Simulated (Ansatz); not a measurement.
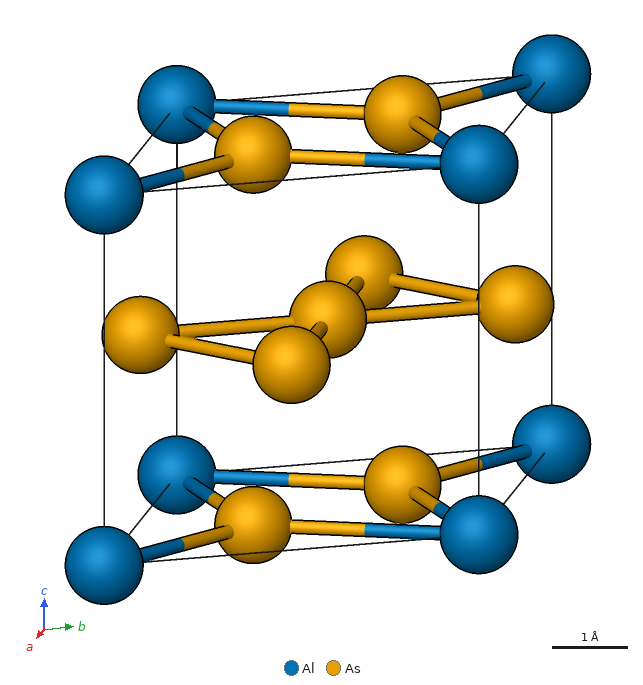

Ball-and-stick drawing of the structure, looking slightly off an axis. The edges of the conventional unit cell are marked. Cell: a = 5.36 Å, b = 5.36 Å, c = 5.14 Å, α = 90.00°, β = 90.00°, γ = 120.00°.

The structure comes from a structure type filled with these elements by a generator (whether the compound takes this form wasn't checked). Earlier steps of the study may have refined or changed the cell and positions. An electronic-structure calculation with Ansatz was run on it.

> State composition, symmetry and coordination.

Its composition is AlAs5. Space group P6/mmm (No. 191), lattice primitive hexagonal. The prototype is CaCu₅ type. With Z = 1, the cell contains 1 Al, 5 As. By contacts within bonding range, the coordination numbers are Al 6 and As 3 to 4 (mean 3.6).

Computational set-up: DFT PBE, scalar-relativistic, plane waves, PAW in Ansatz, plane-wave cutoff 420 eV, the zone sampled with 12×12×8 points, Gaussian smearing of 0.1 eV, no spin polarisation.

> Is the electronic structure metallic or gapped?

A metal: bands cross the Fermi level.

> Give the Bader charge of each element.

Al +0.63 e; As -0.19 to -0.08 e.

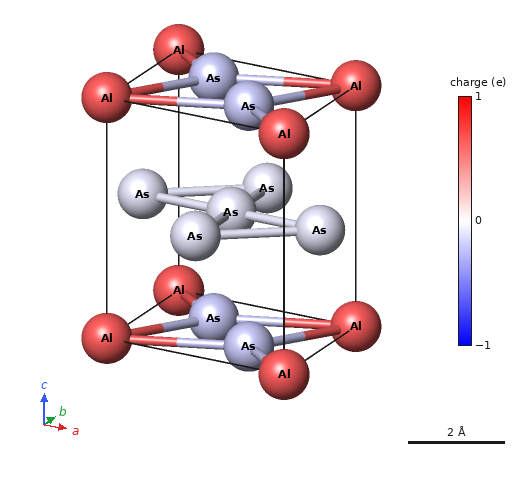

The atoms coloured by those charges. The run's cell of 6 atoms is drawn.

> Is this an equilibrium geometry for the method given?

Yes. All forces vanish to within 0.01 eV/Å. The pressure is 0.0 GPa, close to zero.
